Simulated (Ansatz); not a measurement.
## TiC: geometry relaxation (part 1 of 3)

- system: TiC (slab, 24 atoms in the cell)
- method: DFT PBE, scalar-relativistic, plane waves, PAW, no spin polarisation (Ansatz 0.2.0)

The structure derives from an entry of the Crystallography Open Database. The input holds or restrains some coordinates. Forces given for the steps count only the free coordinates. It belongs to a series of runs on one base structure; here: clean slab, lower planes held. Figures and captions count atoms from 1; the log counts them from 0 in places.

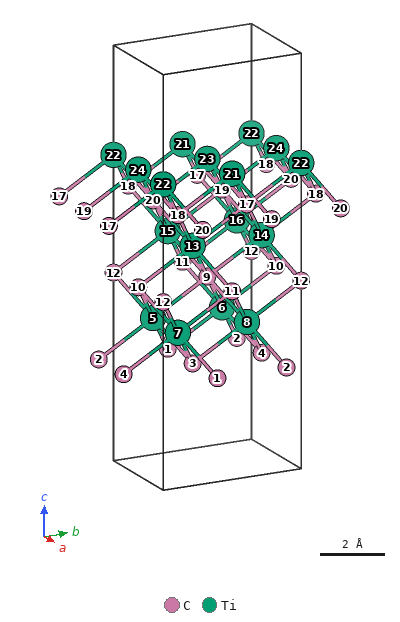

**Figure 1.** The starting structure (ball-and-stick view of the cell of the calculation, with the vacuum cut short, seen slightly off an axis; bonded neighbours outside the cell are drawn too; atoms are numbered from 1 in the order of the input). An atom can appear more than once, as a periodic image.

## Summary

| quantity | value |
| --- | --- |
| outcome | converged under the restraints of the input |
| electrons treated | 192 |
| free energy | −33004.3187 eV |
| work function, top face | 4.53 eV |
| work function, bottom face | 6.76 eV |
| Fermi energy | 1.380 eV |
| gap on the k-point mesh | none (metallic) |
| final volume | 723.65 Å³ |
| work function (upper face) | 4.53 eV |
| largest force (length of the vector) at the end, held atoms and coordinates included | 0.898 eV/Å |
| hardware | 4 threads of Intel Xeon @ 2.90GHz (Ice Lake), 16 GiB of memory available, shared host |
| wall time | 62 s (CPU time 3.2 min) |
| peak memory | 1.7 GiB |

## Input
```yaml
crystal:
  lattice:
    - [6.1276785472, 0.0, 0.0]
    - [-3.0638392736, 5.3067252881, 0.0]
    - [0.0, 0.0, 22.2540357286]
  atoms:
    - { symbol: C, position: [0.1666666667, 0.3333333333, 0.359485358] }
    - { symbol: C, position: [0.1666666667, 0.8333333333, 0.359485358] }
    - { symbol: C, position: [0.6666666667, 0.3333333333, 0.359485358] }
    - { symbol: C, position: [0.6666666667, 0.8333333333, 0.359485358] }
    - { symbol: Ti, position: [0.3333333333, 0.1666666667, 0.4156912148] }
    - { symbol: Ti, position: [0.3333333333, 0.6666666667, 0.4156912148] }
    - { symbol: Ti, position: [0.8333333333, 0.1666666667, 0.4156912148] }
    - { symbol: Ti, position: [0.8333333333, 0.6666666667, 0.4156912148] }
    - { symbol: C, position: [0.5, 0.5, 0.4718970716] }
    - { symbol: C, position: [0.5, 0.0, 0.4718970716] }
    - { symbol: C, position: [0.0, 0.5, 0.4718970716] }
    - { symbol: C, position: [0.0, 0.0, 0.4718970716] }
    - { symbol: Ti, position: [0.6666666667, 0.3333333333, 0.5281029284] }
    - { symbol: Ti, position: [0.6666666667, 0.8333333333, 0.5281029284] }
    - { symbol: Ti, position: [0.1666666667, 0.3333333333, 0.5281029284] }
    - { symbol: Ti, position: [0.1666666667, 0.8333333333, 0.5281029284] }
    - { symbol: C, position: [0.8333333333, 0.6666666667, 0.5843087852] }
    - { symbol: C, position: [0.8333333333, 0.1666666667, 0.5843087852] }
    - { symbol: C, position: [0.3333333333, 0.6666666667, 0.5843087852] }
    - { symbol: C, position: [0.3333333333, 0.1666666667, 0.5843087852] }
    - { symbol: Ti, position: [0.0, 0.5, 0.640514642] }
    - { symbol: Ti, position: [0.0, 0.0, 0.640514642] }
    - { symbol: Ti, position: [0.5, 0.5, 0.640514642] }
    - { symbol: Ti, position: [0.5, 0.0, 0.640514642] }
basis:
  ecutwfc: 420
kpoints:
  mp_grid: { grid: [4, 4, 1] }
hamiltonian:
  xc: pbe
scf:
  occupations: { method: gaussian, width: 0.1 }
output:
  forces: true
  eigenvalues: true
  write_density: true
  write_potential: true
  elf: true
  volumetric_format: npy
relax:
  adjacent_minimum: "off"
  f_tol: 0.03
  max_steps: 70
  constraints: [{ sites: [0, 1, 2, 3, 4, 5, 6, 7, 8, 9, 10, 11] }]
efield:
  axis: 3
  dipole_correction: true
  ramp_width: 0.04
```

Launch command:
```bash
ansatz run input.yaml --threads 4 --pin off --max-ram 12288MiB --backend cpu --events-out ev --progress --plain --runs-dir out
```

## The program's output
```
Engine: ansatz 0.2.0, x86_64-unknown-linux-gnu
Pseudopotentials: kind: paw
Pseudopotential: C, paw, valence charge 4, recommended cutoff 420 eV (normal), C.paw.azcp
Pseudopotential: Ti, paw, valence charge 12, recommended cutoff 420 eV (normal), Ti.paw.azcp
Functional definition: PBE
  parameter kappa = 0.804
  parameter beta = 0.06672455060314922
  exchange = pbe_x(kappa = kappa, mu = beta*pi^2/3)
  correlation = pbe_c(beta = beta)
Crystal: 24 atoms, lattice volume = 723.655 Å³
Basis set: ecut = 420 eV, 14085 PW (Γ), exchange–correlation on 90×90×300 points (8 copies of the dense FFT grid, shifted against one another)
Bands: 120, of which v1, the nominal top of the filled ones, is band 96 counted from 1 (95 counted from 0)
Symmetry: 24 space group operations
Space group: P3m1 (ITA 156), of the structure as read, at distance tolerance 9.0e-5 Å
k-points: 4 of 16 (time reversal used)
Non-local potential: C, projectors of the file, l = 0: 2, l = 1: 2, l = 2: 1
Non-local potential: Ti, projectors of the file, l = 0: 3, l = 1: 2, l = 2: 3, l = 3: 1
PAW form: soft (Blöchl's): semilocal exchange-correlation on the pseudo side does not see the compensation charge
PAW one-centre angular grid: C, 110 points (default); XC on 64 Gauss nodes
PAW one-centre angular grid: Ti, 590 points (default); XC on 64 Gauss nodes
Initial density: superposition of atomic densities (neutral atoms: chi_scale 0, normalization atom), corrected by the library's trained network
Initial wavefunctions: pseudopotential atomic-orbital guess
Functional: x = pbe(κ = 0.804, μ = 0.2195149727645171), c = pbe(β = 0.06672455060314922)
SCF iter   1: F=—  HF=-33003.574827 eV  |F-HF|=—  |Δ(HF+E_count)|=         —  Δρ=4.87e-3  dr2=1.41e0  ethr=1.77e-3  p=0.428 e·Å  D=1.07e-1 V/Å  ΔV_dip=-2.38 eV  dr2_dipole=6.71e-1  V_vac-E_F(+/−)=4.46/6.84 eV  ⟨swp⟩=8.0  Hψ=2196  notcnv=0
efield: sawtooth ramp at fractional position 0.9800 (placed from the atoms, in the widest stretch of the axis that holds none; the zero of the levels goes with the place), width 0.0400; the density the first Hamiltonian is built on has a dipole p = 0.428 e·Å; the dipole correction subtracts the counter field D = 1.07e-1 V/Å, which shifts the + side's vacuum level by -2.38 eV against the − side's; the planar-averaged density in the ramp window peaks in size at 2.8e-5 e/Å³
preconditioner: auto → LDOS  [metal: Δε(μ)=0.067 eV  Ē_g=5.649 eV  σ=0.100 eV  W_gap=0.33  n_scr=122 (ndim 8)  ℏωp=13.5 eV  f_vac=0.562  D(μ)=19.18/eV (n_scr^D=122)  β→1.0]
SCF iter   2: F=—  HF=-33003.570406 eV  |F-HF|=—  |Δ(HF+E_count)|=   4.42e-3  Δρ=3.01e-3  dr2=2.33e-1  ethr=7.33e-4  p=0.421 e·Å  D=1.05e-1 V/Å  ΔV_dip=-2.34 eV  dr2_dipole=8.71e-2  V_vac-E_F(+/−)=4.41/6.75 eV  ⟨swp⟩=2.0  Hψ=723  notcnv=0  defer=42
SCF iter   3: F=—  HF=-33003.560202 eV  |F-HF|=—  |Δ(HF+E_count)|=   1.02e-2  Δρ=1.50e-3  dr2=2.90e-2  ethr=1.21e-4  p=0.409 e·Å  D=1.02e-1 V/Å  ΔV_dip=-2.27 eV  dr2_dipole=1.32e-3  V_vac-E_F(+/−)=4.46/6.73 eV  ⟨swp⟩=2.0  Hψ=664  notcnv=0  defer=42
SCF iter   4: F=—  HF=-33003.556662 eV  |F-HF|=—  |Δ(HF+E_count)|=   3.54e-3  Δρ=5.00e-4  dr2=4.03e-3  ethr=1.51e-5  p=0.409 e·Å  D=1.02e-1 V/Å  ΔV_dip=-2.27 eV  dr2_dipole=8.76e-4  V_vac-E_F(+/−)=4.46/6.73 eV  ⟨swp⟩=2.8  Hψ=637  notcnv=0  defer=42
SCF iter   5: F=—  HF=-33003.556958 eV  |F-HF|=—  |Δ(HF+E_count)|=   2.96e-4  Δρ=2.13e-4  dr2=5.32e-4  ethr=2.10e-6  p=0.408 e·Å  D=1.02e-1 V/Å  ΔV_dip=-2.27 eV  dr2_dipole=1.14e-5  V_vac-E_F(+/−)=4.47/6.74 eV  ⟨swp⟩=2.0  Hψ=661  notcnv=0  defer=14
SCF iter   6: F=—  HF=-33003.556937 eV  |F-HF|=—  |Δ(HF+E_count)|=   2.10e-5  Δρ=5.41e-5  dr2=3.09e-5  ethr=2.77e-7  p=0.407 e·Å  D=1.02e-1 V/Å  ΔV_dip=-2.27 eV  dr2_dipole=7.02e-6  V_vac-E_F(+/−)=4.47/6.73 eV  ⟨swp⟩=2.2  Hψ=620  notcnv=0  defer=14
SCF iter   7: F=-33003.556941 eV  HF=-33003.556946 eV  |F-HF|=5.49e-6  |Δ(HF+E_count)|=   8.96e-6  Δρ=2.94e-5  dr2=8.39e-6  ethr=1.17e-8  p=0.408 e·Å  D=1.02e-1 V/Å  ΔV_dip=-2.27 eV  dr2_dipole=7.08e-8  V_vac-E_F(+/−)=4.47/6.74 eV  ⟨swp⟩=23.5  Hψ=5383  notcnv=0
SCF 1 converged in 7 iterations: F = -33003.556941 eV  dr2 = 8.39e-6
  greatest PAW one-centre occupation: 0.999 electrons in one spin orbital (limit 2), on the Ti atom at site 15 (counted from 0), in its partial waves of l = 0
relax step   1: F+E_penalty+E_count = -33003.55694091 eV  Δ(F+E_penalty+E_count) = +0.000e0 eV  max|allowed force component| = 1.733e0 eV/Å  Δτ_max = 0.0000 Å  (7 SCF iters, dr2 threshold 2.25e-5 eV, accepted)
Initial density: handed on by an earlier stage of this run
Initial wavefunctions: those handed on with the density
iter 1 solved again at ethr=5.08e-4 eV; its pass at ethr=3.10e-3 eV (dr2=9.75e-1 eV) is discarded
SCF iter   1: F=—  HF=-33004.228390 eV  |F-HF|=—  |Δ(HF+E_count)|=         —  Δρ=7.98e-3  dr2=9.14e-1  ethr=5.08e-4  p=0.408 e·Å  D=1.02e-1 V/Å  ΔV_dip=-2.27 eV  dr2_dipole=8.37e-3  V_vac-E_F(+/−)=4.50/6.77 eV  ⟨swp⟩=1.8  Hψ=1607  notcnv=0  defer=24
efield: sawtooth ramp at fractional position 0.9800 (handed on by an earlier solve), width 0.0400; the density the first Hamiltonian is built on has a dipole p = 0.408 e·Å; the dipole correction subtracts the counter field D = 1.02e-1 V/Å, which shifts the + side's vacuum level by -2.27 eV against the − side's; the planar-averaged density in the ramp window peaks in size at 4.2e-6 e/Å³
preconditioner: auto → LDOS  [metal: Δε(μ)=0.060 eV  Ē_g=5.795 eV  σ=0.100 eV  W_gap=0.32  n_scr=122 (ndim 8)  ℏωp=13.5 eV  f_vac=0.567  D(μ)=22.87/eV (n_scr^D=178)  β→1.0]
SCF iter   2: F=—  HF=-33004.171173 eV  |F-HF|=—  |Δ(HF+E_count)|=   5.72e-2  Δρ=5.41e-3  dr2=6.09e-1  ethr=4.76e-4  p=0.421 e·Å  D=1.05e-1 V/Å  ΔV_dip=-2.34 eV  dr2_dipole=4.17e-2  V_vac-E_F(+/−)=4.38/6.72 eV  ⟨swp⟩=3.2  Hψ=707  notcnv=0  defer=24
SCF iter   3: F=—  HF=-33004.117159 eV  |F-HF|=—  |Δ(HF+E_count)|=   5.40e-2  Δρ=9.38e-4  dr2=1.97e-2  ethr=3.17e-4  p=0.406 e·Å  D=1.02e-1 V/Å  ΔV_dip=-2.26 eV  dr2_dipole=3.97e-3  V_vac-E_F(+/−)=4.48/6.74 eV  ⟨swp⟩=2.0  Hψ=776  notcnv=0  defer=47
SCF iter   4: F=—  HF=-33004.118089 eV  |F-HF|=—  |Δ(HF+E_count)|=   9.29e-4  Δρ=7.81e-4  dr2=7.16e-3  ethr=1.03e-5  p=0.399 e·Å  D=9.98e-2 V/Å  ΔV_dip=-2.22 eV  dr2_dipole=1.17e-5  V_vac-E_F(+/−)=4.52/6.74 eV  ⟨swp⟩=3.0  Hψ=857  notcnv=0  defer=47
SCF iter   5: F=—  HF=-33004.117023 eV  |F-HF|=—  |Δ(HF+E_count)|=   1.07e-3  Δρ=1.63e-4  dr2=9.55e-4  ethr=3.73e-6  p=0.397 e·Å  D=9.92e-2 V/Å  ΔV_dip=-2.21 eV  dr2_dipole=7.00e-5  V_vac-E_F(+/−)=4.53/6.74 eV  ⟨swp⟩=2.0  Hψ=659  notcnv=0  defer=47
SCF iter   6: F=-33004.117016 eV  HF=-33004.117063 eV  |F-HF|=4.63e-5  |Δ(HF+E_count)|=   3.92e-5  Δρ=6.25e-5  dr2=7.94e-5  ethr=5.21e-8  p=0.393 e·Å  D=9.82e-2 V/Å  ΔV_dip=-2.19 eV  dr2_dipole=5.58e-6  V_vac-E_F(+/−)=4.56/6.74 eV  ⟨swp⟩=24.0  Hψ=5559  notcnv=0
SCF 2 converged in 6 iterations: F = -33004.117016 eV  dr2 = 7.94e-5
relax step   2: F+E_penalty+E_count = -33004.11701637 eV  Δ(F+E_penalty+E_count) = -5.601e-1 eV  max|allowed force component| = 1.030e0 eV/Å  Δτ_max = 0.1195 Å  (6 SCF iters, dr2 threshold 1.00e-4 eV, accepted)
SCF iter   1: F=—  HF=-33004.416006 eV  |F-HF|=—  |Δ(HF+E_count)|=         —  Δρ=6.71e-3  dr2=1.36e0  ethr=1.62e-3  p=0.393 e·Å  D=9.82e-2 V/Å  ΔV_dip=-2.19 eV  dr2_dipole=1.92e-1  V_vac-E_F(+/−)=4.58/6.77 eV  ⟨swp⟩=3.0  Hψ=811  notcnv=0  defer=50
efield: sawtooth ramp at fractional position 0.9800 (handed on by an earlier solve), width 0.0400; the density the first Hamiltonian is built on has a dipole p = 0.393 e·Å; the dipole correction subtracts the counter field D = 9.82e-2 V/Å, which shifts the + side's vacuum level by -2.19 eV against the − side's; the planar-averaged density in the ramp window peaks in size at 4.6e-6 e/Å³
preconditioner: auto → LDOS  [metal: Δε(μ)=0.088 eV  Ē_g=5.761 eV  σ=0.100 eV  W_gap=0.46  n_scr=122 (ndim 8)  ℏωp=13.5 eV  f_vac=0.566  D(μ)=19.71/eV (n_scr^D=134)  β→1.0]
SCF iter   2: F=—  HF=-33004.352930 eV  |F-HF|=—  |Δ(HF+E_count)|=   6.31e-2  Δρ=4.93e-3  dr2=4.36e-1  ethr=7.08e-4  p=0.404 e·Å  D=1.01e-1 V/Å  ΔV_dip=-2.25 eV  dr2_dipole=3.17e-2  V_vac-E_F(+/−)=4.51/6.75 eV  ⟨swp⟩=2.0  Hψ=772  notcnv=0  defer=52
SCF iter   3: F=—  HF=-33004.309587 eV  |F-HF|=—  |Δ(HF+E_count)|=   4.33e-2  Δρ=8.48e-4  dr2=1.01e-2  ethr=2.27e-4  p=0.396 e·Å  D=9.91e-2 V/Å  ΔV_dip=-2.20 eV  dr2_dipole=6.29e-4  V_vac-E_F(+/−)=4.55/6.76 eV  ⟨swp⟩=2.0  Hψ=659  notcnv=0  defer=52
SCF iter   4: F=—  HF=-33004.308413 eV  |F-HF|=—  |Δ(HF+E_count)|=   1.17e-3  Δρ=1.85e-4  dr2=4.52e-4  ethr=5.25e-6  p=0.398 e·Å  D=9.94e-2 V/Å  ΔV_dip=-2.21 eV  dr2_dipole=5.10e-5  V_vac-E_F(+/−)=4.54/6.76 eV  ⟨swp⟩=3.0  Hψ=785  notcnv=0  defer=52
SCF iter   5: F=-33004.308441 eV  HF=-33004.308443 eV  |F-HF|=1.33e-6  |Δ(HF+E_count)|=   2.93e-5  Δρ=5.10e-5  dr2=1.99e-5  ethr=3.45e-8  p=0.398 e·Å  D=9.94e-2 V/Å  ΔV_dip=-2.21 eV  dr2_dipole=1.40e-6  V_vac-E_F(+/−)=4.54/6.75 eV  ⟨swp⟩=24.5  Hψ=5499  notcnv=0
SCF 3 converged in 5 iterations: F = -33004.308441 eV  dr2 = 1.99e-5
relax step   3: F+E_penalty+E_count = -33004.30844133 eV  Δ(F+E_penalty+E_count) = -1.914e-1 eV  max|allowed force component| = 2.748e-1 eV/Å  Δτ_max = 0.0682 Å  (5 SCF iters, dr2 threshold 6.63e-5 eV, accepted)
SCF iter   1: F=—  HF=-33004.324390 eV  |F-HF|=—  |Δ(HF+E_count)|=         —  Δρ=1.79e-3  dr2=3.12e-1  ethr=7.38e-4  p=0.398 e·Å  D=9.94e-2 V/Å  ΔV_dip=-2.21 eV  dr2_dipole=1.29e-1  V_vac-E_F(+/−)=4.54/6.75 eV  ⟨swp⟩=2.0  Hψ=653  notcnv=0  defer=35
efield: sawtooth ramp at fractional position 0.9800 (handed on by an earlier solve), width 0.0400; the density the first Hamiltonian is built on has a dipole p = 0.398 e·Å; the dipole correction subtracts the counter field D = 9.94e-2 V/Å, which shifts the + side's vacuum level by -2.21 eV against the − side's; the planar-averaged density in the ramp window peaks in size at 4.6e-6 e/Å³
preconditioner: auto → LDOS  [metal: Δε(μ)=0.085 eV  Ē_g=5.787 eV  σ=0.100 eV  W_gap=0.44  n_scr=122 (ndim 8)  ℏωp=13.5 eV  f_vac=0.566  D(μ)=22.35/eV (n_scr^D=160)  β→1.0]
SCF iter   2: F=—  HF=-33004.320853 eV  |F-HF|=—  |Δ(HF+E_count)|=   3.54e-3  Δρ=1.08e-3  dr2=1.36e-2  ethr=1.63e-4  p=0.403 e·Å  D=1.01e-1 V/Å  ΔV_dip=-2.24 eV  dr2_dipole=9.36e-4  V_vac-E_F(+/−)=4.51/6.76 eV  ⟨swp⟩=1.5  Hψ=558  notcnv=0  defer=34
SCF iter   3: F=—  HF=-33004.318826 eV  |F-HF|=—  |Δ(HF+E_count)|=   2.03e-3  Δρ=5.25e-4  dr2=2.78e-3  ethr=7.08e-6  p=0.400 e·Å  D=1.00e-1 V/Å  ΔV_dip=-2.23 eV  dr2_dipole=2.29e-5  V_vac-E_F(+/−)=4.53/6.76 eV  ⟨swp⟩=3.0  Hψ=698  notcnv=0  defer=34
SCF iter   4: F=—  HF=-33004.318737 eV  |F-HF|=—  |Δ(HF+E_count)|=   8.87e-5  Δρ=4.82e-5  dr2=4.09e-5  ethr=1.45e-6  p=0.401 e·Å  D=1.00e-1 V/Å  ΔV_dip=-2.23 eV  dr2_dipole=1.89e-6  V_vac-E_F(+/−)=4.53/6.76 eV  ⟨swp⟩=2.2  Hψ=652  notcnv=0  defer=34
SCF iter   5: F=—  HF=-33004.318745 eV  |F-HF|=—  |Δ(HF+E_count)|=   7.68e-6  Δρ=2.18e-5  dr2=1.20e-5  ethr=2.80e-9  p=0.400 e·Å  D=1.00e-1 V/Å  ΔV_dip=-2.23 eV  dr2_dipole=1.22e-6  V_vac-E_F(+/−)=4.53/6.76 eV  ⟨swp⟩=22.2  Hψ=5548  notcnv=0
SCF iter   6: F=-33004.318745 eV  HF=-33004.318746 eV  |F-HF|=8.48e-7  |Δ(HF+E_count)|=   1.67e-6  Δρ=9.49e-6  dr2=1.66e-6  ethr=2.80e-9  p=0.400 e·Å  D=1.00e-1 V/Å  ΔV_dip=-2.23 eV  dr2_dipole=4.76e-8  V_vac-E_F(+/−)=4.53/6.76 eV  ⟨swp⟩=13.0  Hψ=4454  notcnv=0
SCF 4 converged in 6 iterations: F = -33004.318745 eV  dr2 = 1.66e-6
relax step   4: F+E_penalty+E_count = -33004.31874549 eV  Δ(F+E_penalty+E_count) = -1.030e-2 eV  max|allowed force component| = 1.587e-2 eV/Å  Δτ_max = 0.0190 Å  (6 SCF iters, dr2 threshold 5.37e-6 eV, accepted)
iter 1 solved again at ethr=8.44e-10 eV; its pass at ethr=3.10e-3 eV (dr2=1.62e-6 eV) is discarded
```
